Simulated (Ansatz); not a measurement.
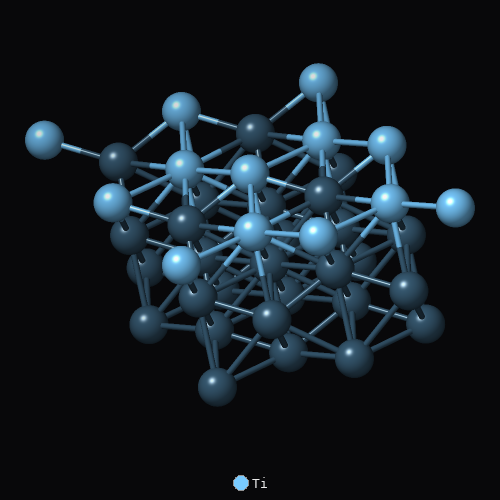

The system is H on a Ti(101) slab cut from the P6/mmm phase, its upper half relaxed before the scan (9 atoms of substrate and one adsorbate in a 1 × 1 cell); the picture shows it without the atoms that are moved over the map. 
- H is moved over the surface cell; relaxed at each place: the height of the adsorbate's atoms; substrate rigid; the origin of the map has the adsorbate above Ti9.
- Places are given modulo a cell vector. The map is drawn in real space over the plane of the surface.
- Grid: 4 × 4 points.
- Energies are in eV, from the lowest grid point.
- With one adsorbate in each 1 × 1 cell, its nearest image is 4.6 Å away, so neighbouring adsorbates interact.
- These are results of DFT PBE, scalar-relativistic, plane waves, PAW (Ansatz), not measurements. Settings: cutoff 420 eV, k-mesh 7×6×1, gaussian smearing 0.1 eV, no spin polarisation.

Range: position of H10 along the first surface vector from 0.00 to 0.75; position of H10 along the second surface vector from 0.00 to 0.75.

Question: What will the energy surface look like?

Answer: The lowest grid point is at a bridge site between two Ti atoms, (2/4, 0/4) of the cell vectors. The highest grid point, the top site over a surface Ti atom, (0/4, 0/4) of the cell vectors, lies 1.05 eV above the lowest. At the lowest point the adsorbate has 1 Ti at 1.86 Å as nearest neighbours, at the highest 1 Ti at 1.76 Å. Its relaxed height above the top atom is 0.77 Å at the lowest and 1.76 Å at the highest point.

| second ↓, first → | 0/4 | 1/4 | 2/4 | 3/4 |
| --- | --- | --- | --- | --- |
| 3/4 | 0.13 | 0.24 | 0.24 | 0.13 |
| 2/4 | 0.30 | 0.31 | 0.30 | 0.63 |
| 1/4 | 0.63 | 0.63 | 0.51 | 0.51 |
| 0/4 | 1.05 | 0.68 | 0.00 | 0.68 |

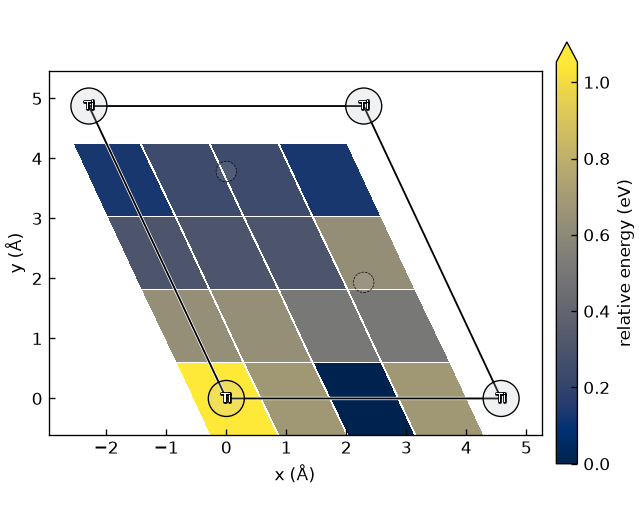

Drawn: one coloured cell a grid point, labelled circles for the atoms of the top layer and small ones for the second layer, the outline of one cell of the plane, one colour for all values above the top of the scale.

Each point was launched as `ansatz run input.yaml --threads 4 --pin off --max-ram 12288MiB --backend cpu --events-out ev --progress --plain --runs-dir out`. The whole map (16 points run) took 21 min on 4 threads of Arm Neoverse V1, with other jobs on the host.

PAW datasets: the set soft_1.
